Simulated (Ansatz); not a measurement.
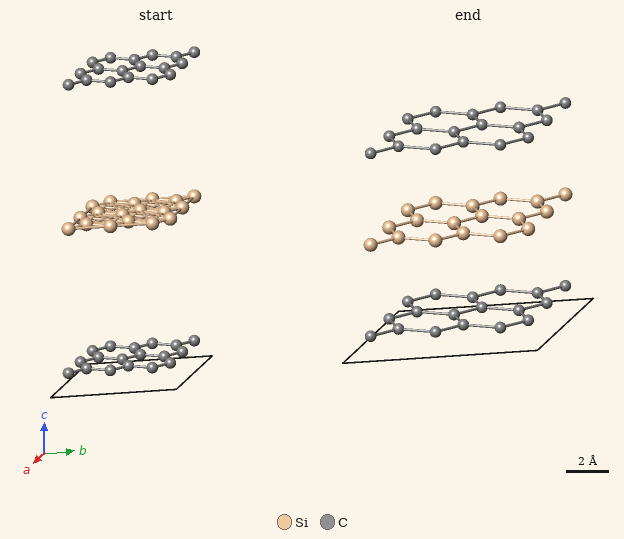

The structure of crystalline SiC2 (a generated structure, set up in P6/mmm) (coarse preliminary run) before (left) and after (right) a relaxation, at one scale.

Style: ball-and-stick. Shown: the 3 × 3 repeat of the cell, outlined in the plane, without the vacuum, slightly off an axis.

All numbers below come from Ansatz, DFT PBE, scalar-relativistic, plane waves, PAW. Settings: plane-wave cutoff 420 eV; k-point mesh 12 × 12 × 1; occupations gaussian; smearing width 0.1 eV; no spin polarisation; cell and atoms relaxed; force threshold 0.04 eV/Å; at most 70 steps.

Question: What changed between the two?

Answer: The largest moves, 2.65 Å, are those of C atoms. Si stays in place. In the plane the drawn cell goes a 6.253 → 9.683 Å (+54.9 %), b 6.253 → 9.683 Å (+54.9 %). Some distances before and after: Si–Si 2.407 → 3.727 Å, C–C 2.084 → 3.228 Å, Si–Si 2.084 → 3.228 Å, C–C 1.203 → 1.864 Å. Bonds break, among them: Si–Si (2.08 → 3.23 Å), Si–Si (2.41 → 3.73 Å). The space group stays P6/mmm (No. 191). After 19 accepted moves (21 points after the start) the energy has fallen by 15193 meV per atom. At 2 points the geometry stayed and the basis and grid were re-selected for the new cell (energy shift of 313 meV per atom at most each time).

Limits of the set-up: layers or molecules are held without a dispersion correction, so their spacing is unreliable.
